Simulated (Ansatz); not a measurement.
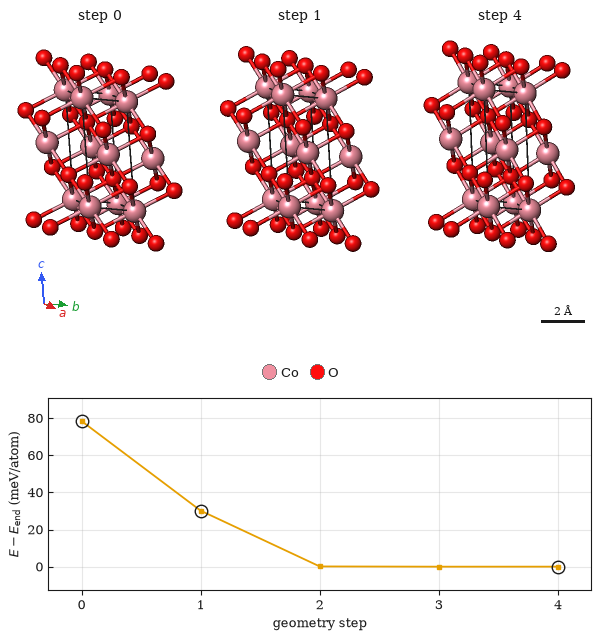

Frames of a relaxation of solid CoO (set up in R-3m), marked on the history of the run. The picture is a ball-and-stick view of the reduced cell, seen slightly off an axis. Lengths and directions refer to the drawn axes.

Case: antiferromagnetic, doubled cell, propagation vector (0, 0, 1/2).

The calculation used DFT PBEsol, scalar-relativistic, plane waves, PAW (Ansatz 0.2.0). Set-up: plane-wave cutoff 420 eV; k-point mesh 18 × 18 × 9; occupations gaussian; smearing width 0.1 eV; collinear spin; cell and atoms relaxed; force threshold 0.01 eV/Å; at most 60 steps.

Describe the path.

Answer. The run was cut off at its time limit before the relaxation converged, so the last structure is only a point on the way. Over 4 geometry steps the energy falls by 78.4 meV per atom. The pressure goes from −12.37 to 0.00 GPa. The atoms keep their places relative to the cell (all moves are under 0.005 Å). Cell: a = b 2.996 → 2.762 Å (−7.8 %), c 5.206 → 5.532 Å (+6.3 %), α 90.3° → 90.0°, β 106.5° → 104.4°, γ 119.7° → 120.0°. Volume −8.7 %. Near-neighbour distances that change, for instance: Co–O 2.124 → 2.073 Å. Bond angles that change, for instance: Co–O–Co 89.7° → 96.4°, O–Co–O 89.7° → 96.4°, O–Co–O 89.7° → 83.5°. The space group stays R-3m (No. 166). The run took 11 min on 1 thread of Intel(R) Xeon(R) 6975P-C (Granite Rapids), on a shared host, peak memory 1.9 GiB. From step 0 to 1: volume −3.7 %, energy −48.3 meV per atom. From step 1 to 4: volume −5.2 %, energy −30.2 meV per atom.

```json
{"step": "0", "E − E(0), meV/atom": "0.00", "largest force component, eV/Å": "0.0000", "pressure, GPa": "-12.37", "volume, Å³/atom": "9.578"}
{"step": "1", "E − E(0), meV/atom": "-48.26", "largest force component, eV/Å": "0.0000", "pressure, GPa": "-7.03", "volume, Å³/atom": "9.225"}
{"step": "2", "E − E(0), meV/atom": "-78.32", "largest force component, eV/Å": "0.0001", "pressure, GPa": "-0.32", "volume, Å³/atom": "8.766"}
{"step": "3", "E − E(0), meV/atom": "-78.45", "largest force component, eV/Å": "0.0001", "pressure, GPa": "0.05", "volume, Å³/atom": "8.746"}
{"step": "4", "E − E(0), meV/atom": "-78.43", "largest force component, eV/Å": "0.0001", "pressure, GPa": "0.00", "volume, Å³/atom": "8.749"}
```
